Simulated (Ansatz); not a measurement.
## Run report: TaN, single-point calculation

System: TaN (P-6m2, 2 atoms in the cell).
Method: DFT r2SCAN, scalar-relativistic, plane waves, PAW, no spin polarisation (Ansatz 0.2.0).

The structure derives from an entry of the Crystallography Open Database.

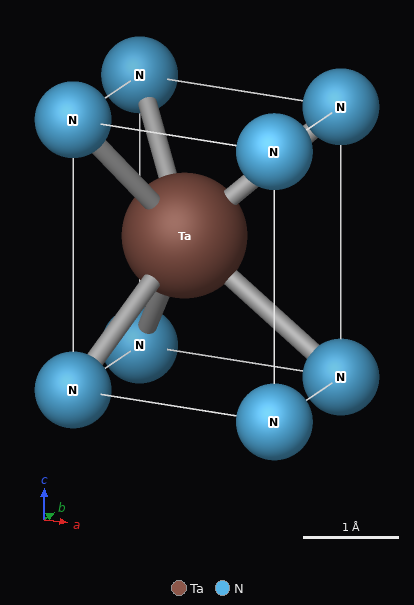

**Figure 1.** The structure (ball-and-stick view of the cell of the calculation, seen slightly off an axis). An atom can appear more than once, as a periodic image. Near neighbours in the periodic cell (some may lie outside the picture): Ta has 6 N at 2.23 Å and 8 Ta at 2.88 to 2.94 Å; N has 6 Ta at 2.23 Å.

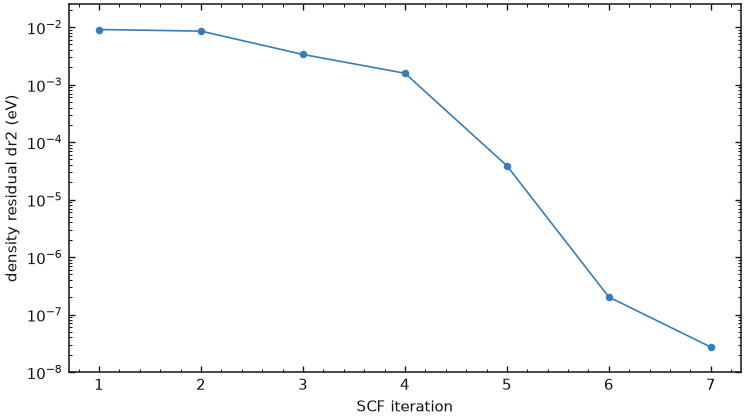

**Figure 2.** Convergence of the self-consistent field: density residual dr2 against the SCF iteration. The residual falls at every step.

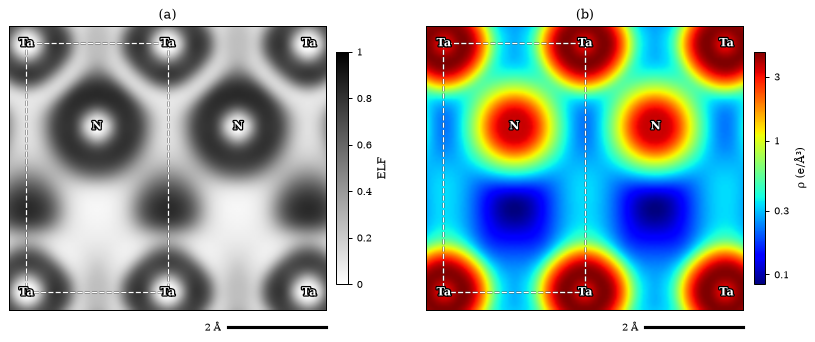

**Figure 3.** (a) electron localisation function; (b) valence pseudo-density on the (110) plane of the conventional cell. The section cuts through Ta and N sites. Ta–N (2.23 Å): the density is about 0.54 e/Å³ at the midpoint; the ELF is about 0.20 at the midpoint; a polar contact without a shared pair, in a metal. Ta–Ta (2.88 Å): the density is about 0.28 e/Å³ at the midpoint; the ELF is about 0.25 at the midpoint; no shared electron pair. Away from the nuclei the density in this plane falls to 0.08 e/Å³ at its lowest. The strong features right at Ta lie inside the PAW spheres (semicore, d or f shells) and say nothing about bonding. The fields are those of the smooth PAW valence density.

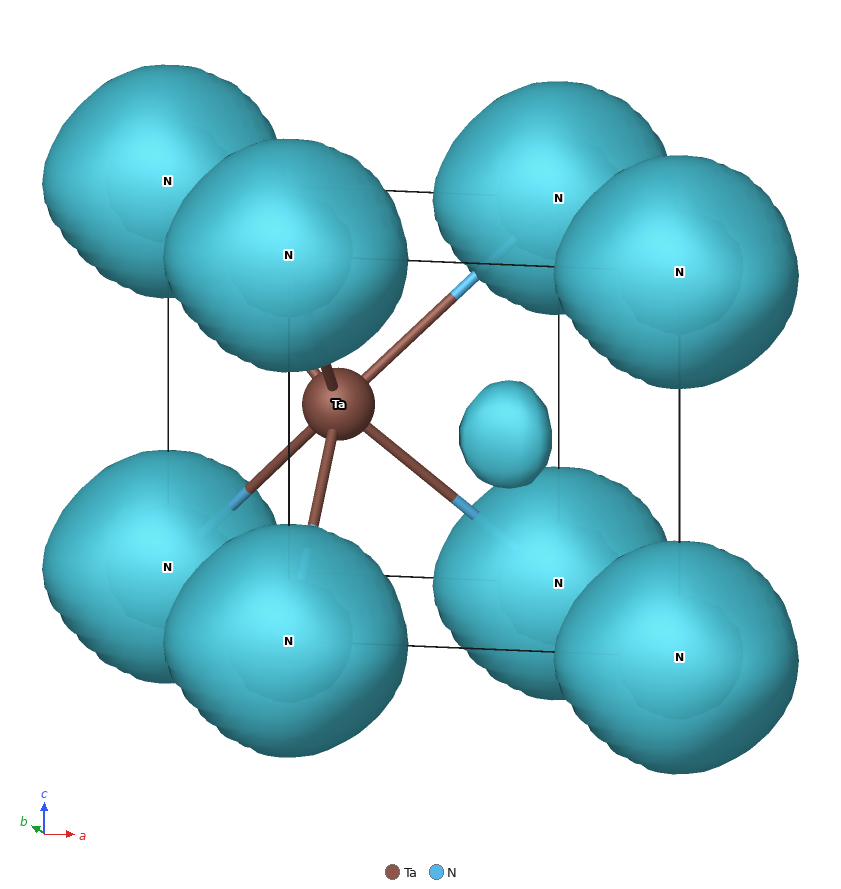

**Figure 4.** Isosurface of the electron localisation function at 0.7 (cyan), seen slightly off an axis. Core shells and regions of very low density are left out. Sticks mark near contacts. The outline is the cell set on symmetry axes. Along the contacts the grid gives the following. Ta–N (2.23 Å): the ELF is about 0.20 at the midpoint; no shared pair; the contact is polar. Ta–Ta (2.88 Å): the ELF is about 0.25 at the midpoint; no shared electron pair.

The input that produced these results follows, with the program's output.

## Input
```yaml
crystal:
  lattice:
    - [2.9361543272, 0.0, 0.0]
    - [-1.4680771636, 2.5427842368, 0.0]
    - [0.0, 0.0, 2.8846185526]
  atoms:
    - { symbol: Ta, position: [0.3333333333, 0.6666666667, 0.5] }
    - { symbol: "N", position: [0.0, 0.0, 0.0] }
basis:
  ecutwfc: 500
kpoints:
  mp_grid: { grid: [24, 24, 20] }
hamiltonian:
  xc: r2scan
scf:
  occupations: { method: gaussian, width: 0.15 }
output:
  forces: true
  stress: true
  eigenvalues: true
  write_density: true
  write_potential: true
  elf: true
  volumetric_format: npy
```

Launch command:
```bash
ansatz run input.yaml --threads 1 --pin off --max-ram 2560MiB --backend cpu --events-out ev --progress --plain --runs-dir out
```

## What the program printed
```
Engine: ansatz 0.2.0, x86_64-unknown-linux-gnu
Pseudopotentials: kind: paw
Pseudopotential: Ta, paw, valence charge 13, recommended cutoff 500 eV (meta_gga), Ta.paw.azcp
Pseudopotential: N, paw, valence charge 5, recommended cutoff 500 eV (meta_gga), N.paw.azcp
Functional definition: r2SCAN
  parameter k0 = 0.174
  parameter k1 = 0.065
  parameter a1 = 4.9479
  exchange = r2scan_x(k0 = k0, k1 = k1, a1 = a1)
  correlation = r2scan_c
Crystal: 2 atoms, lattice volume = 21.537 Å³
Basis set: ecut = 500 eV, 551 PW (Γ), exchange–correlation on 96×96×96 points (64 copies of the dense FFT grid, shifted against one another)
Bands: 13, of which v1, the nominal top of the filled ones, is band 9 counted from 1 (8 counted from 0)
Symmetry: 12 space group operations
Space group: P-6m2 (ITA 187), of the structure as read, at distance tolerance 2.8e-5 Å
k-points: 671 of 11520 (time reversal used)
Non-local potential: Ta, projectors of the file, l = 0: 3, l = 1: 2, l = 2: 2, l = 3: 1
Non-local potential: N, projectors of the file, l = 0: 2, l = 1: 2, l = 2: 1
PAW form: soft (Blöchl's): semilocal exchange-correlation on the pseudo side does not see the compensation charge
PAW frozen core: Ta, regenerated for the run's functional (the file was generated under x = pbe(κ = 0.804, μ = 0.2195149727645171), c = pbe(β = 0.06672455060314922))
PAW frozen core: N, regenerated for the run's functional (the file was generated under x = pbe(κ = 0.804, μ = 0.2195149727645171), c = pbe(β = 0.06672455060314922))
PAW one-centre angular grid: Ta, 590 points (default); XC on 160 Gauss nodes
PAW one-centre angular grid: N, 302 points (default); XC on 160 Gauss nodes
Initial density: superposition of atomic densities (neutral atoms: chi_scale 0, normalization atom), corrected by the library's trained network
Initial wavefunctions: pseudopotential atomic-orbital guess
Functional: x = r2scan, c = r2scan; τ floored in thin density (d = 2e-4 eV/Å³)
SCF iter   1: F=—  HF=-10331.701579 eV  |F-HF|=—  |Δ(HF+E_count)|=         —  Δρ=1.10e-2  dr2=9.11e-3  dr2_τ=1.21e-1  ethr=1.77e-3  ⟨swp⟩=5.6  Hψ=45988  notcnv=0
preconditioner: auto → none  [metal: Δε(μ)=0.021 eV  Ē_g=11.688 eV  σ=0.150 eV  W_gap=0.08  n_scr=8 (ndim 8)  ℏωp=25.3 eV  f_vac=0.000  D(μ)=0.06/eV (n_scr^D=0)  sad-step TF]
SCF iter   2: F=—  HF=-10331.800738 eV  |F-HF|=—  |Δ(HF+E_count)|=   9.92e-2  Δρ=8.58e-3  dr2=8.54e-3  dr2_τ=6.15e-4  ethr=5.06e-5  ⟨swp⟩=2.0  Hψ=20867  notcnv=0
SCF iter   3: F=—  HF=-10331.804649 eV  |F-HF|=—  |Δ(HF+E_count)|=   3.91e-3  Δρ=4.56e-3  dr2=3.35e-3  dr2_τ=4.94e-4  ethr=4.74e-5  ⟨swp⟩=2.0  Hψ=12029  notcnv=0
SCF iter   4: F=—  HF=-10331.804518 eV  |F-HF|=—  |Δ(HF+E_count)|=   1.32e-4  Δρ=2.70e-3  dr2=1.58e-3  dr2_τ=1.02e-4  ethr=1.86e-5  ⟨swp⟩=1.9  Hψ=11035  notcnv=0
SCF iter   5: F=—  HF=-10331.804295 eV  |F-HF|=—  |Δ(HF+E_count)|=   2.22e-4  Δρ=4.35e-4  dr2=3.88e-5  dr2_τ=2.74e-6  ethr=8.76e-6  ⟨swp⟩=2.1  Hψ=10814  notcnv=0
SCF iter   6: F=—  HF=-10331.804294 eV  |F-HF|=—  |Δ(HF+E_count)|=   1.45e-6  Δρ=3.19e-5  dr2=2.02e-7  dr2_τ=2.83e-8  ethr=2.16e-7  ⟨swp⟩=2.0  Hψ=11906  notcnv=0
SCF iter   7: F=-10331.804294 eV  HF=-10331.804294 eV  |F-HF|=3.29e-9  |Δ(HF+E_count)|=   3.79e-8  Δρ=1.28e-5  dr2=2.72e-8  dr2_τ=1.74e-9  ethr=5.56e-10  ⟨swp⟩=10.0  Hψ=62251  notcnv=0
SCF 1 converged in 7 iterations: F = -10331.804294 eV  dr2 = 2.72e-8
  greatest PAW one-centre occupation: 0.998 electrons in one spin orbital (limit 2), on the Ta atom at site 0 (counted from 0), in its partial waves of l = 0
SCF converged after 7 iterations
Free energy (F): -10331.804294 eV
Harris-Foulkes:  -10331.804294 eV  (|F-HF|=3.29e-9)
Internal energy: -10331.803652 eV  (E = F + TS)
E sigma→0 (E₀):  -10331.803973 eV
Entropy (-TS):   -0.000642 eV (-0.321 meV/atom)
Fermi energy:    20.221635 eV
--- Per-component energies (eV) ---
  E_band       = -68.007910
  E_kinetic    = 501.383693
  E_local      = -603.220160  (includes V_loc(G=0)·N_el)
  E_nonlocal   = 59.440344
  E_hartree    = 203.860704
  E_xc         = -265.847107
  E_vxc        = -308.554137  (∫ρ·V_xc dr)
  E_paw        = -8552.171594  (= ΣΔE_a)
  E_vpaw       = -140.606144  (= ΣTr[D̂ρ^β])
  E_aug_tail   = 0.000082  (compensation charges beyond the density's cutoff)
  E_vtau       = 15.825938  (kinetic-family band-sum trace: ∫τ·v_τ [+ j·A + Jᵃ·Aᵃ] dr)
  E_ewald      = -1674.463769
  E_core_change = -0.785845  (= ΣΔE_core)
  E_smearing   = -0.000642  (= −TS)
  E_closure    = -0.000000  (closes the sum)
  Σ components = -10331.804294   (vs F -10331.804294, Δ=0.00e0)
--- Forces (eV/Å), atoms counted from 1 ---
  atom   1  Ta     0.00000000     0.00000000     0.00000000
  atom   2  N      0.00000000     0.00000000     0.00000000
  max |Σ_I F_I| component: 5.92e-16 eV/Å
--- Stress (GPa, compression-positive) ---
       -0.011664      -0.000000      -0.000000
       -0.000000      -0.011664       0.000000
       -0.000000       0.000000      -0.034583
  P = ⅓ Tr σ = -0.0193 GPa (-0.193 kbar)
--- Band table (eV; the first three rows and the last of 671) ---
  k-point 0: bands = ["-50.1828", "-15.8528", "-15.5895", "-15.5895", "1.4392", "15.4036", "15.4036", "15.8322", "17.0570", "22.6984", "23.9564", "23.9564", "24.4749"]
  k-point 1: bands = ["-50.1815", "-15.8779", "-15.5875", "-15.5875", "1.4915", "15.4249", "15.4249", "15.5817", "17.2725", "22.7959", "23.5198", "23.5198", "24.8191"]
  k-point 2: bands = ["-50.1777", "-15.9500", "-15.5818", "-15.5818", "1.6448", "15.0346", "15.4872", "15.4872", "17.7361", "22.8710", "22.8710", "23.0694", "25.1882"]
  k-point 670: bands = ["-50.0392", "-16.4865", "-16.2211", "-16.1658", "3.4259", "11.7393", "13.3676", "16.0558", "19.6864", "24.9620", "25.3446", "27.2003", "28.2438"]
```

## Key numbers

```json
{"quantity": "outcome", "value": "converged"}
{"quantity": "space group (tolerance 0.01 Å)", "value": "P-6m2 (187)"}
{"quantity": "electrons treated", "value": "18"}
{"quantity": "free energy", "value": "−10331.8043 eV"}
{"quantity": "Fermi energy", "value": "20.222 eV"}
{"quantity": "gap on the k-point mesh", "value": "none (metallic)"}
{"quantity": "pressure", "value": "−0.02 GPa"}
{"quantity": "largest force (length of the vector)", "value": "under 0.001 eV/Å"}
{"quantity": "hardware", "value": "1 thread of Intel Xeon @ 2.50GHz (Skylake/Cascade Lake), 32 GiB of memory available, shared host"}
{"quantity": "wall time", "value": "41 s"}
{"quantity": "peak memory", "value": "0.67 GiB"}
```

Spin–orbit coupling is left out, which matters for Ta.
